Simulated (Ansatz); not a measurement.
Convergence test: the smearing width is varied and all else is held.
System: Hg (R-3m, 1 atom in the cell).
Method: DFT, LDA (PW92), plane waves (420 eV) with PAW, scalar-relativistic (Ansatz); 11×11×11 k-mesh, Fermi–Dirac smearing.
ΔE is the free energy less its value at the smallest setting, 0.01 eV.
Dashed lines or grey bands mark the tolerance: 1 meV/atom and 0.1 GPa.
On logarithmic panels, open markers lie below the reference value and filled ones above.
Values: 1 eV, 0.6 eV, 0.3 eV, 0.2 eV, 0.1 eV, 0.03 eV and 0.01 eV.

### How do the results converge (to 1 meV/atom and 0.1 GPa)?

The free energy is within 1 meV/atom of the smallest setting's value from 0.03 eV down. It is off by 530 meV/atom at 1 eV, 42 meV/atom at 0.3 eV and 4.5 meV/atom at 0.1 eV (always below it). The pressure is within 0.1 GPa of the smallest setting's value from 0.03 eV down. It is 1.58 GPa at 1 eV, −0.01 GPa at 0.3 eV, −0.00 GPa at 0.1 eV and 0.19 GPa at 0.01 eV. The free energy falls with the width because it holds the −TS term of the fractional occupations.

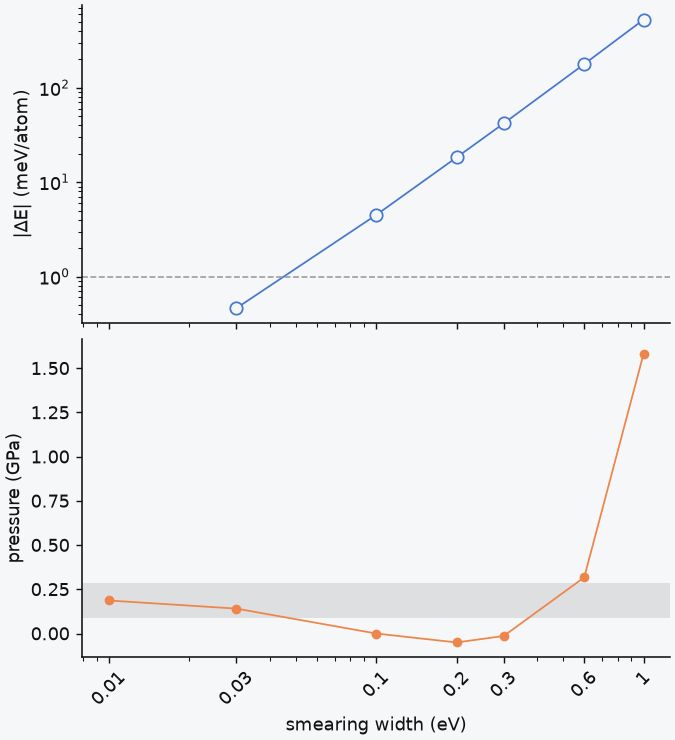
